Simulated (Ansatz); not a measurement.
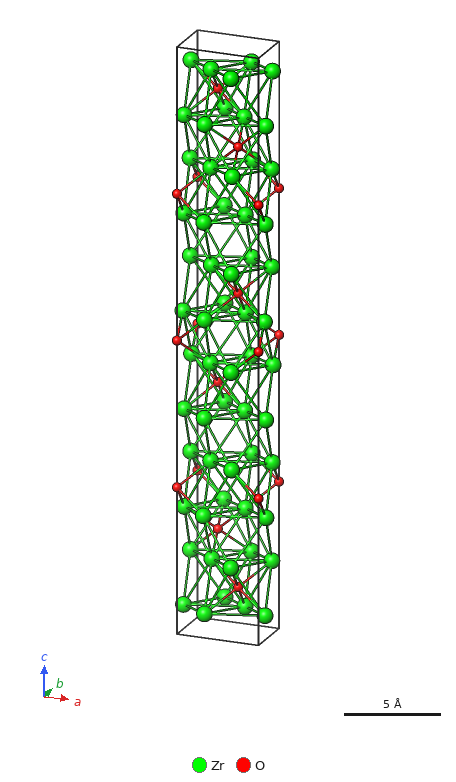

**Figure 1.** The starting structure (ball-and-stick view of the cell 3 times as large as that of the calculation, set on its symmetry axes, seen slightly off an axis). An atom can appear more than once, as a periodic image.

## Run report: Zr4O, geometry relaxation (part 1 of 2)

The run: geometry relaxation of Zr4O (R-3, 15 atoms in the cell). Method and program: DFT r2SCAN, scalar-relativistic, plane waves, PAW, no spin polarisation (Ansatz 0.2.0).

The structure derives from a Materials Project entry. It belongs to a series of runs on one base structure; here: the database's cell, atoms relaxed.

## What the program printed
```
Warning: output.stress: scf.convergence.dr2_threshold = 1e-7 eV (the SCF's general default) is looser than the 1.5e-9 eV advised for a printed stress (1e-10 eV for each atom of the cell: 15). What an SCF threshold leaves in a stress goes as its square root, and in the free energy as the threshold itself, and one threshold admits the most on a small cell: of the crystals measured, under no hybrid functional and no lock of the moments, on runs that ended without the residual-converged pass, on stresses that held no estimate of that error, the worst erred by over 100 MPa in a component at 1e-7 eV an atom and by under 5 at 1e-10. Every solve of this run answers to scf.convergence.dr2_threshold, and the tensor of one is reported: a single SCF on the reported geometry and on this run's grids (its basis.xc_grid and basis.ecutrho_ratio typed), with scf.convergence.dr2_threshold at 1.5e-9 eV or tighter, prints it and tightens no other solve. Else set scf.convergence.dr2_threshold to 1.5e-9 eV or tighter. The threshold is an SCF's pass mark: one that does not reach it within its budget of iterations ends unconverged, or closes short of it on a stop that the run arms, and scf.convergence.dr2_threshold's page says what that costs each kind of run
basis.fft_grid_basis auto: the FFT boxes are laid along the combinations [[1, -1, 0], [0, 1, 0], [0, -1, 1]] of the cell's own vectors, 5.651, 10.876 and 5.651 Å long. The dense box has 45×80×45 points. Along the cell's own vectors, as sized, it would have 80×80×80, 3.16 times as many. Of the 6 symmetry operations that the crystal satisfies within crystal.symmetry.tolerance (time reversal apart; of a slab, those that keep its plane) the dense box along the cell's own vectors carries 6, and the one as laid loses 4 of those. basis.fft_grid_basis: typed keeps the cell's own vectors: state it where this run's energies or levels are differenced outside the engine with another run's, or held beside a run that keeps those vectors. Those combinations have planes normal to reciprocal vector 3, as the cell's own vectors have. Each planar average written beside output.write_density, output.write_potential has a row for each plane of the box: 45. The volumetric files lie along those combinations, not along the cell's own vectors: a cube or XSF file states them, and fields.json those of NumPy files.
Engine: ansatz 0.2.0, x86_64-unknown-linux-gnu
Pseudopotentials: kind: paw
Pseudopotential: Zr, paw, valence charge 12, recommended cutoff 500 eV (meta_gga), Zr.paw.azcp
Pseudopotential: O, paw, valence charge 6, recommended cutoff 500 eV (meta_gga), O.paw.azcp
Functional definition: r2SCAN
  parameter k0 = 0.174
  parameter k1 = 0.065
  parameter a1 = 4.9479
  exchange = r2scan_x(k0 = k0, k1 = k1, a1 = a1)
  correlation = r2scan_c
Crystal: 15 atoms, lattice volume = 286.922 Å³
Basis set: ecut = 500 eV, 7315 PW (Γ), FFT grids on a1−a2, a2, −a2+a3, exchange–correlation on 180×320×180 points (64 copies of the dense FFT grid, shifted against one another)
Bands: 98, of which v1, the nominal top of the filled ones, is band 81 counted from 1 (80 counted from 0)
Symmetry: 6 space group operations
Space group: R-3 (ITA 148), of the structure as read, at distance tolerance 6.6e-5 Å
k-points: 40 of 216
Non-local potential: Zr, projectors of the file, l = 0: 3, l = 1: 2, l = 2: 2, l = 3: 2
Non-local potential: O, projectors of the file, l = 0: 2, l = 1: 2, l = 2: 1
PAW form: soft (Blöchl's): semilocal exchange-correlation on the pseudo side does not see the compensation charge
PAW frozen core: Zr, regenerated for the run's functional (the file was generated under x = pbe(κ = 0.804, μ = 0.2195149727645171), c = pbe(β = 0.06672455060314922))
PAW frozen core: O, regenerated for the run's functional (the file was generated under x = pbe(κ = 0.804, μ = 0.2195149727645171), c = pbe(β = 0.06672455060314922))
PAW one-centre angular grid: Zr, 590 points (default); XC on 160 Gauss nodes
PAW one-centre angular grid: O, 302 points (default); XC on 160 Gauss nodes
Initial density: superposition of atomic densities (neutral atoms: chi_scale 0, normalization atom), corrected by the library's trained network
Initial wavefunctions: pseudopotential atomic-orbital guess
Functional: x = r2scan, c = r2scan; τ floored in thin density (d = 2e-4 eV/Å³)
SCF iter   1: F=—  HF=-52056.238018 eV  |F-HF|=—  |Δ(HF+E_count)|=         —  Δρ=1.29e-2  dr2=7.26e-1  dr2_τ=3.46e-1  ethr=1.77e-3  ⟨swp⟩=7.2  Hψ=15719  notcnv=0
preconditioner: auto → Kerker (q_TF=auto, 2.480 Å⁻¹)  [metal: Δε(μ)=0.023 eV  Ē_g=4.722 eV  σ=0.100 eV  W_gap=0.13  n_scr=68 (ndim 8)  ℏωp=17.0 eV  f_vac=0.000  D(μ)=5.03/eV (n_scr^D=28)]
SCF iter   2: F=—  HF=-52056.680920 eV  |F-HF|=—  |Δ(HF+E_count)|=   4.43e-1  Δρ=6.57e-3  dr2=1.49e-1  dr2_τ=9.18e-3  ethr=4.48e-4  ⟨swp⟩=2.0  Hψ=6269  notcnv=0  defer=251
SCF iter   3: F=—  HF=-52056.673972 eV  |F-HF|=—  |Δ(HF+E_count)|=   6.95e-3  Δρ=2.17e-3  dr2=1.41e-2  dr2_τ=1.02e-3  ethr=9.19e-5  ⟨swp⟩=2.0  Hψ=4870  notcnv=0  defer=251
SCF iter   4: F=—  HF=-52056.675844 eV  |F-HF|=—  |Δ(HF+E_count)|=   1.87e-3  Δρ=6.86e-4  dr2=1.63e-3  dr2_τ=1.36e-4  ethr=8.69e-6  ⟨swp⟩=2.0  Hψ=5344  notcnv=0  defer=251
SCF iter   5: F=—  HF=-52056.676146 eV  |F-HF|=—  |Δ(HF+E_count)|=   3.01e-4  Δρ=4.10e-4  dr2=4.55e-4  dr2_τ=5.98e-5  ethr=1.01e-6  ⟨swp⟩=2.0  Hψ=5414  notcnv=0  defer=251
SCF iter   6: F=—  HF=-52056.676106 eV  |F-HF|=—  |Δ(HF+E_count)|=   3.96e-5  Δρ=8.87e-5  dr2=2.64e-5  dr2_τ=1.12e-6  ethr=2.81e-7  ⟨swp⟩=2.0  Hψ=4932  notcnv=0  defer=251
SCF iter   7: F=—  HF=-52056.676109 eV  |F-HF|=—  |Δ(HF+E_count)|=   2.53e-6  Δρ=5.65e-5  dr2=7.03e-6  dr2_τ=1.07e-6  ethr=1.63e-8  ⟨swp⟩=2.0  Hψ=6300  notcnv=0  defer=251
SCF iter   8: F=-52056.676108 eV  HF=-52056.676108 eV  |F-HF|=4.28e-8  |Δ(HF+E_count)|=   5.82e-7  Δρ=1.08e-5  dr2=3.66e-7  dr2_τ=2.08e-8  ethr=1.54e-9  ⟨swp⟩=15.7  Hψ=28803  notcnv=0
SCF 1 converged in 8 iterations: F = -52056.676108 eV  dr2 = 3.66e-7
  greatest PAW one-centre occupation: 0.989 electrons in one spin orbital (limit 2), on the Zr atom at site 10 (counted from 0), in its partial waves of l = 0
relax step   1: F+E_penalty+E_count = -52056.67610802 eV  Δ(F+E_penalty+E_count) = +0.000e0 eV  max|allowed force component| = 2.790e-2 eV/Å  Δτ_max = 0.0000 Å  (8 SCF iters, dr2 threshold 2.50e-6 eV, accepted)
Initial density: handed on by an earlier stage of this run
Initial wavefunctions: those handed on with the density
iter 1 solved again at ethr=3.46e-5 eV; its pass at ethr=3.10e-3 eV (dr2=5.60e-2 eV) is discarded
SCF iter   1: F=—  HF=-52056.493430 eV  |F-HF|=—  |Δ(HF+E_count)|=         —  Δρ=2.00e-3  dr2=5.10e-2  dr2_τ=2.89e-1  ethr=3.46e-5  ⟨swp⟩=1.9  Hψ=10128  notcnv=0  defer=250
preconditioner: auto → Kerker (q_TF=auto, 2.480 Å⁻¹)  [metal: Δε(μ)=0.026 eV  Ē_g=4.610 eV  σ=0.100 eV  W_gap=0.14  n_scr=68 (ndim 8)  ℏωp=17.0 eV  f_vac=0.000  D(μ)=4.88/eV (n_scr^D=28)]
SCF iter   2: F=—  HF=-52056.655653 eV  |F-HF|=—  |Δ(HF+E_count)|=   1.62e-1  Δρ=1.07e-3  dr2=1.00e-2  dr2_τ=1.60e-4  ethr=3.15e-5  ⟨swp⟩=2.0  Hψ=6686  notcnv=0  defer=250
SCF iter   3: F=—  HF=-52056.654795 eV  |F-HF|=—  |Δ(HF+E_count)|=   8.58e-4  Δρ=3.80e-4  dr2=1.66e-3  dr2_τ=2.83e-5  ethr=6.19e-6  ⟨swp⟩=2.0  Hψ=4477  notcnv=0  defer=250
SCF iter   4: F=—  HF=-52056.654534 eV  |F-HF|=—  |Δ(HF+E_count)|=   2.60e-4  Δρ=1.57e-4  dr2=9.37e-5  dr2_τ=6.57e-6  ethr=1.02e-6  ⟨swp⟩=2.0  Hψ=4506  notcnv=0  defer=250
SCF iter   5: F=—  HF=-52056.654689 eV  |F-HF|=—  |Δ(HF+E_count)|=   1.54e-4  Δρ=9.89e-5  dr2=2.49e-5  dr2_τ=3.61e-6  ethr=5.79e-8  ⟨swp⟩=2.0  Hψ=5084  notcnv=0  defer=250
SCF iter   6: F=—  HF=-52056.654687 eV  |F-HF|=—  |Δ(HF+E_count)|=   1.94e-6  Δρ=1.96e-5  dr2=1.30e-6  dr2_τ=9.27e-8  ethr=1.54e-8  ⟨swp⟩=2.0  Hψ=4974  notcnv=0  defer=250
SCF iter   7: F=-52056.654688 eV  HF=-52056.654688 eV  |F-HF|=6.10e-9  |Δ(HF+E_count)|=   6.61e-7  Δρ=4.81e-6  dr2=9.43e-8  dr2_τ=2.65e-9  ethr=6.17e-11  ⟨swp⟩=13.2  Hψ=29137  notcnv=0
SCF 2 converged in 7 iterations: F = -52056.654688 eV  dr2 = 9.43e-8
relax step   2: F+E_penalty+E_count = -52056.65468750 eV  Δ(F+E_penalty+E_count) = +2.142e-2 eV  max|allowed force component| = 2.764e-1 eV/Å  Δτ_max = 0.0270 Å  (7 SCF iters, rejected (line search))
SCF iter   1: F=—  HF=-52056.547116 eV  |F-HF|=—  |Δ(HF+E_count)|=         —  Δρ=1.75e-3  dr2=3.31e-2  dr2_τ=2.28e-1  ethr=2.48e-4  ⟨swp⟩=2.5  Hψ=6139  notcnv=0  defer=253
preconditioner: auto → Kerker (q_TF=auto, 2.480 Å⁻¹)  [metal: Δε(μ)=0.018 eV  Ē_g=4.598 eV  σ=0.100 eV  W_gap=0.10  n_scr=68 (ndim 8)  ℏωp=17.0 eV  f_vac=0.000  D(μ)=4.78/eV (n_scr^D=28)]
SCF iter   2: F=—  HF=-52056.677421 eV  |F-HF|=—  |Δ(HF+E_count)|=   1.30e-1  Δρ=9.64e-4  dr2=9.87e-3  dr2_τ=1.00e-4  ethr=2.04e-5  ⟨swp⟩=2.0  Hψ=7574  notcnv=0  defer=249
SCF iter   3: F=—  HF=-52056.676538 eV  |F-HF|=—  |Δ(HF+E_count)|=   8.83e-4  Δρ=3.28e-4  dr2=8.87e-4  dr2_τ=2.40e-5  ethr=6.10e-6  ⟨swp⟩=2.0  Hψ=4507  notcnv=0  defer=249
SCF iter   4: F=—  HF=-52056.676399 eV  |F-HF|=—  |Δ(HF+E_count)|=   1.39e-4  Δρ=1.64e-4  dr2=1.88e-4  dr2_τ=8.67e-6  ethr=5.47e-7  ⟨swp⟩=2.0  Hψ=4502  notcnv=0  defer=249
SCF iter   5: F=—  HF=-52056.676368 eV  |F-HF|=—  |Δ(HF+E_count)|=   3.07e-5  Δρ=7.10e-5  dr2=2.29e-5  dr2_τ=8.61e-7  ethr=1.16e-7  ⟨swp⟩=2.0  Hψ=4513  notcnv=0  defer=249
SCF iter   6: F=—  HF=-52056.676527 eV  |F-HF|=—  |Δ(HF+E_count)|=   1.58e-4  Δρ=2.04e-5  dr2=2.33e-6  dr2_τ=7.12e-8  ethr=1.42e-8  ⟨swp⟩=2.0  Hψ=4509  notcnv=0  defer=249
SCF iter   7: F=—  HF=-52056.676527 eV  |F-HF|=—  |Δ(HF+E_count)|=   3.08e-7  Δρ=1.13e-5  dr2=4.43e-7  dr2_τ=3.59e-8  ethr=1.44e-9  ⟨swp⟩=2.0  Hψ=4987  notcnv=0  defer=249
SCF iter   8: F=-52056.676527 eV  HF=-52056.676527 eV  |F-HF|=2.60e-8  |Δ(HF+E_count)|=   1.69e-8  Δρ=4.23e-6  dr2=8.36e-8  dr2_τ=2.16e-9  ethr=6.17e-11  ⟨swp⟩=14.4  Hψ=25053  notcnv=0
SCF 3 converged in 8 iterations: F = -52056.676527 eV  dr2 = 8.36e-8
  greatest PAW one-centre occupation: 0.989 electrons in one spin orbital (limit 2), on the Zr atom at site 8 (counted from 0), in its partial waves of l = 0
relax step   3: F+E_penalty+E_count = -52056.67652687 eV  Δ(F+E_penalty+E_count) = -4.188e-4 eV  max|allowed force component| = 1.359e-2 eV/Å  Δτ_max = 0.0029 Å  (8 SCF iters, accepted)
SCF iter   1: F=—  HF=-52056.676346 eV  |F-HF|=—  |Δ(HF+E_count)|=         —  Δρ=3.85e-5  dr2=3.61e-5  dr2_τ=7.46e-5  ethr=6.84e-8  ⟨swp⟩=2.0  Hψ=6127  notcnv=0
preconditioner: auto → Kerker (q_TF=auto, 2.480 Å⁻¹)  [metal: Δε(μ)=0.017 eV  Ē_g=4.600 eV  σ=0.100 eV  W_gap=0.10  n_scr=68 (ndim 8)  ℏωp=17.0 eV  f_vac=0.000  D(μ)=4.80/eV (n_scr^D=28)]
SCF iter   2: F=—  HF=-52056.676543 eV  |F-HF|=—  |Δ(HF+E_count)|=   1.97e-4  Δρ=1.78e-5  dr2=5.54e-6  dr2_τ=1.27e-7  ethr=2.23e-8  ⟨swp⟩=2.1  Hψ=7783  notcnv=0
SCF iter   3: F=—  HF=-52056.676543 eV  |F-HF|=—  |Δ(HF+E_count)|=   8.97e-8  Δρ=6.71e-6  dr2=6.35e-7  dr2_τ=1.10e-8  ethr=3.42e-9  ⟨swp⟩=1.1  Hψ=3671  notcnv=0
SCF iter   4: F=-52056.676542 eV  HF=-52056.676543 eV  |F-HF|=7.20e-9  |Δ(HF+E_count)|=   4.41e-8  Δρ=2.13e-6  dr2=1.64e-8  dr2_τ=1.81e-9  ethr=6.17e-11  ⟨swp⟩=10.9  Hψ=23979  notcnv=0
SCF 4 converged in 4 iterations: F = -52056.676542 eV  dr2 = 1.64e-8
relax step   4: F+E_penalty+E_count = -52056.67654250 eV  Δ(F+E_penalty+E_count) = -1.563e-5 eV  max|allowed force component| = 9.102e-3 eV/Å  Δτ_max = 0.0003 Å  (4 SCF iters, accepted)
iter 1 solved again at ethr=1.01e-11 eV; its pass at ethr=3.10e-3 eV (dr2=1.64e-8 eV) is discarded
SCF iter   1: F=—  HF=-52056.676543 eV  |F-HF|=—  |Δ(HF+E_count)|=         —  Δρ=2.13e-6  dr2=1.64e-8  dr2_τ=1.81e-9  ethr=1.01e-11  ⟨swp⟩=1.0  Hψ=10920  notcnv=0
preconditioner: auto → Kerker (q_TF=auto, 2.480 Å⁻¹)  [metal: Δε(μ)=0.017 eV  Ē_g=4.601 eV  σ=0.100 eV  W_gap=0.10  n_scr=68 (ndim 8)  ℏωp=17.0 eV  f_vac=0.000  D(μ)=4.80/eV (n_scr^D=28)]
SCF iter   2: F=-52056.676543 eV  HF=-52056.676543 eV  |F-HF|=2.41e-9  |Δ(HF+E_count)|=  6.98e-10  Δρ=1.15e-6  dr2=7.00e-9  dr2_τ=2.68e-10  ethr=1.01e-11  ⟨swp⟩=7.7  Hψ=19731  notcnv=0
SCF 5 converged in 2 iterations: F = -52056.676543 eV  dr2 = 7.00e-9
```

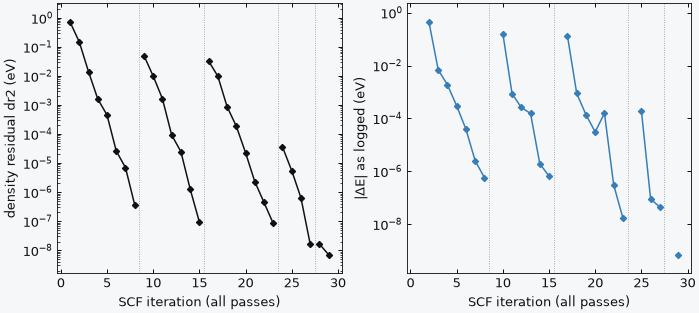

**Figure 2.** Convergence of the self-consistent field: density residual dr2 and size of the energy change against the SCF iteration. Dotted lines part the SCF passes that the log prints in full.

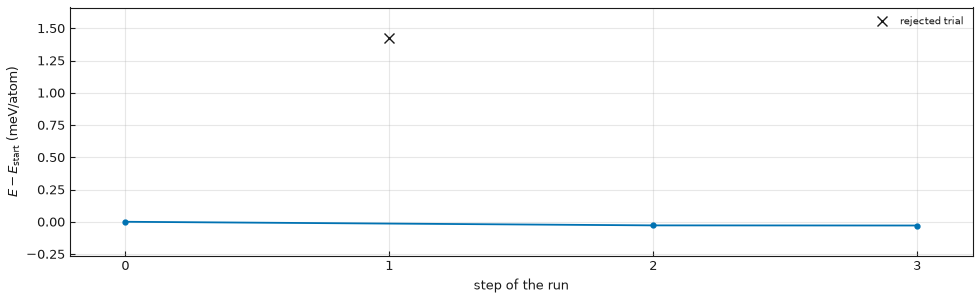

**Figure 3.** Progress of the relaxation, step by step (the first geometry is step 0 here and step 1 in the log). No atom moves by more than 0.005 Å. The lattice vectors keep their values. Distances before and after: Zr1–Zr3 3.284 → 3.289 Å, Zr1–Zr9 3.160 → 3.165 Å. The space group stays R-3 (No. 148). Over 3 geometry steps the energy falls by next to nothing (0.0 meV per atom). The largest force component goes from 0.028 to 0.0091 eV/Å. The line search rejected the trial step at point 1 (counted from 0) and went back. (Atoms are counted from 1 in the order of the input.)

```
SCF converged after 2 iterations
Free energy (F): -52056.676543 eV
Harris-Foulkes:  -52056.676543 eV  (|F-HF|=2.41e-9)
Internal energy: -52056.652562 eV  (E = F + TS)
E sigma→0 (E₀):  -52056.664552 eV
Entropy (-TS):   -0.023980 eV (-1.599 meV/atom)
Fermi energy:    14.563299 eV
--- Per-component energies (eV) ---
  E_band       = -1195.635278
  E_kinetic    = 4520.788033
  E_local      = -8591.045626  (includes V_loc(G=0)·N_el)
  E_nonlocal   = 1093.711802
  E_hartree    = 2770.937534
  E_xc         = -2089.411106
  E_vxc        = -2848.984488  (∫ρ·V_xc dr)
  E_paw        = -36130.244722  (= ΣΔE_a)
  E_vpaw       = -1080.177139  (= ΣTr[D̂ρ^β])
  E_aug_tail   = 0.003100  (compensation charges beyond the density's cutoff)
  E_vtau       = 168.193637  (kinetic-family band-sum trace: ∫τ·v_τ [+ j·A + Jᵃ·Aᵃ] dr)
  E_ewald      = -13629.318855
  E_core_change = -2.072723  (= ΣΔE_core)
  E_smearing   = -0.023980  (= −TS)
  E_closure    = -0.000000  (closes the sum)
  Σ components = -52056.676543   (vs F -52056.676543, Δ=0.00e0)
--- Forces (eV/Å), atoms counted from 1 ---
  atom   1  Zr    -0.00107023    -0.00102862     0.00194861
  atom   2  Zr    -0.00072301     0.00085453    -0.00157193
  atom   3  Zr    -0.00035570     0.00144115     0.00194861
  atom   4  Zr     0.00110155     0.00019888    -0.00157193
  atom   5  Zr     0.00142592    -0.00041253     0.00194861
  atom   6  Zr    -0.00037854    -0.00105341    -0.00157193
  atom   7  Zr     0.00035570    -0.00144115    -0.00194861
  atom   8  Zr    -0.00110155    -0.00019888     0.00157193
  atom   9  Zr     0.00107023     0.00102862    -0.00194861
  atom  10  Zr     0.00072301    -0.00085453     0.00157193
  atom  11  Zr    -0.00142592     0.00041253    -0.00194861
  atom  12  Zr     0.00037854     0.00105341     0.00157193
  atom  13  O      0.00000000     0.00000000     0.00000000
  atom  14  O      0.00000000     0.00000000    -0.00912259
  atom  15  O      0.00000000     0.00000000     0.00912259
  max |Σ_I F_I| component: 7.95e-18 eV/Å
--- Stress (GPa, compression-positive) ---
        0.071927      -0.000000       0.000000
        0.000000       0.071927       0.000000
        0.000000      -0.000000      -0.040930
  P = ⅓ Tr σ = 0.0343 GPa (0.343 kbar)
--- Band table (eV; the first three rows and the last of 40) ---
  k-point 0: bands = ["-36.1750", "-36.0914", "-36.0349", "-36.0271", "-36.0271", "-36.0228", "-36.0228", "-35.9502", "-35.9092", "-35.9092", "-35.9079", "-35.9079", "-14.4458", "-14.0630", "-13.8435", "-13.8435", "-13.8409", "-13.6835", "-13.6835", "-13.6778", "-13.6300", "-13.6300", "-13.5906", "-13.5906", "-13.5723", "-13.5320", "-13.5151", "-13.4690", "-13.4186", "-13.3627", "-13.3337", "-13.3337", "-13.2945", "-13.2881", "-13.2881", "-13.1786", "-13.1786", "-13.1336", "-13.1336", "-13.1213", "-13.1213", "-13.0674", "-13.0674", "-13.0119", "-13.0119", "-12.9724", "-12.9368", "-12.9368", "-7.2742", "-6.8704", "-6.5702", "6.9613", "6.9613", "7.0401", "7.3310", "7.4961", "7.4961", "7.7346", "7.9628", "7.9628", "9.3149", "11.1221", "11.3633", "12.4560", "12.7432", "12.8553", "13.0175", "13.0175", "13.0341", "13.1037", "13.1037", "13.2740", "13.3207", "13.3207", "13.5051", "13.9660", "13.9660", "14.2997", "14.2997", "14.3321", "14.5892", "14.8257", "14.8257", "14.8768", "14.9807", "14.9807", "15.0008", "15.0008", "15.4328", "15.7475", "15.7475", "16.0103", "16.0103", "16.4366", "16.6391", "16.6391", "16.7106", "17.0305"]
```
